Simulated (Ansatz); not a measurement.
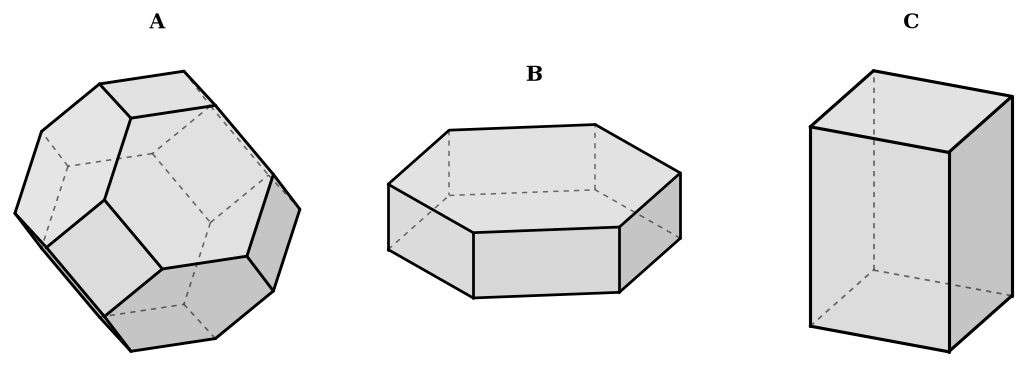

First Brillouin zones computed for the structures below (computed or model cells, partly hypothetical), each scaled to its frame and seen from the same direction (third Cartesian axis up).

Q: Match each zone to its crystal.
1. PtSe2, No. 136, P4₂/mnm, a = 5.69 Å, b = 5.69 Å, c = 3.97 Å, α = 90.00°, β = 90.00°, γ = 90.00°
2. WSe2, No. 225, Fm-3m, a = 6.13 Å, b = 6.13 Å, c = 6.13 Å, α = 90.00°, β = 90.00°, γ = 90.00°
3. PtSe2, P6_3/mmc, No. 194, a = 3.58 Å, b = 3.58 Å, c = 11.05 Å, α = 90.00°, β = 90.00°, γ = 120.00°

A: A is 2 (face-centred cubic, a truncated octahedron); B is 3 (primitive hexagonal, a hexagonal prism); C is 1 (primitive tetragonal, a parallelepiped).
